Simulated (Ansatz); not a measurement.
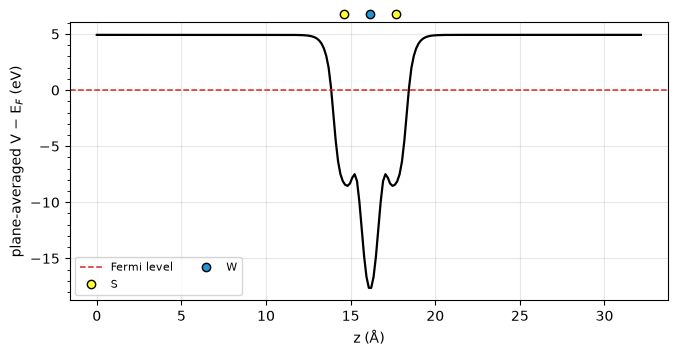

*WS₂ (slab). Plane average of the electrostatic potential (local pseudopotential plus Hartree) felt by an electron across the slab. Circles mark the heights of the atoms.*

Changed on purpose from its base cell (strain along y +0.050, atoms relaxed).

Theory: Ansatz 0.2.0, DFT PBE+D3(BJ), scalar-relativistic, plane waves, PAW.

In a PAW calculation such maps are meaningful between the atoms, not at the nuclei.

```xyz
3
Lattice="3.1597 0.0000 0.0000 -1.5799 2.8732 0.0000 0.0000 0.0000 32.2905" Properties=species:S:1:pos:R:3 pbc="T T T"
S     0.0000    1.9200   14.5976
W     1.5799    0.9487   16.1453
S     0.0000    1.9200   17.6930
```

### How far above the Fermi level of the calculation is the vacuum level?

4.9 eV. The slab has a gap, so the Fermi level lies inside it and this isn't a work function in the metallic sense.

### What are the slab's thickness and the vacuum gap?

The outermost nuclei are 3.1 Å apart, in 3 atomic planes; the vacuum between periodic images is 29.2 Å wide.
